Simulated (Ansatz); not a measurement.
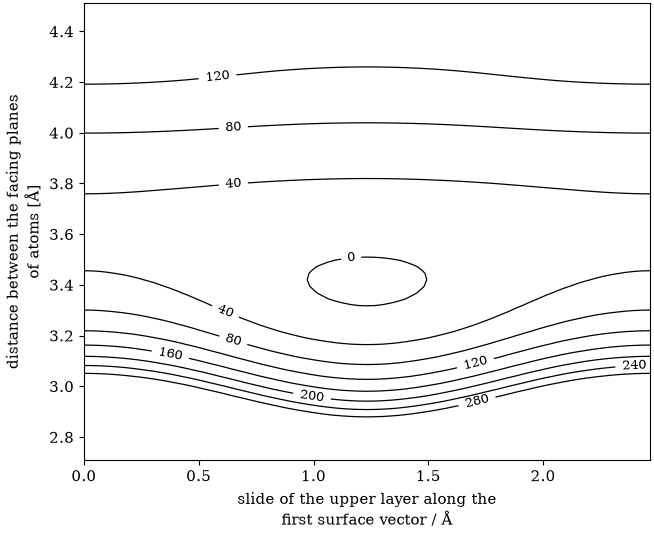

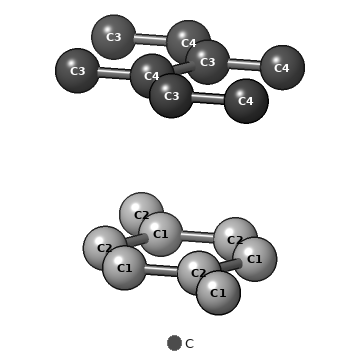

Energy landscape of a bilayer of two C sheets (4 atoms in the cell). 
- The upper layer of a bilayer is slid along a line and lifted, both layers rigid.
- The first coordinate is: slide of the upper layer along the first surface vector, from C3 above C1; the second: distance between the facing planes of atoms.
- The grid has 6 × 6 points; 24 points were computed and 12 follow by symmetry.
- Points are written as (first, second).
- All energies are given in mJ/m² relative to the lowest grid point.
- Theory: DFT PBE+D3(BJ), scalar-relativistic, plane waves, PAW (Ansatz). Settings: cutoff 420 eV, k-mesh 15×15×1, gaussian smearing 0.1 eV, no spin polarisation.

Drawn: contour lines labelled in mJ/m² (none above 280). Between grid points the surface is interpolated. The second picture is the structure at the lowest point

Q: What does the map say about the system?

A: The lowest grid point is at (1.23 Å, 3.51 Å). It is the only kind of minimum in the scanned range. The highest grid point, (0.00 Å, 2.71 Å), lies 1219 mJ/m² above the lowest. On the interpolated surface the easiest way out of the lowest well to its copy in the next cell or period passes a barrier of about 35 mJ/m², counted from the interpolated bottom of the well. Round the minimum the two coordinates are nearly uncoupled.

The whole map (24 points run) took 5.3 min on 1 thread of Arm Neoverse N1, with other jobs on the host.

PAW datasets: the set soft_1.
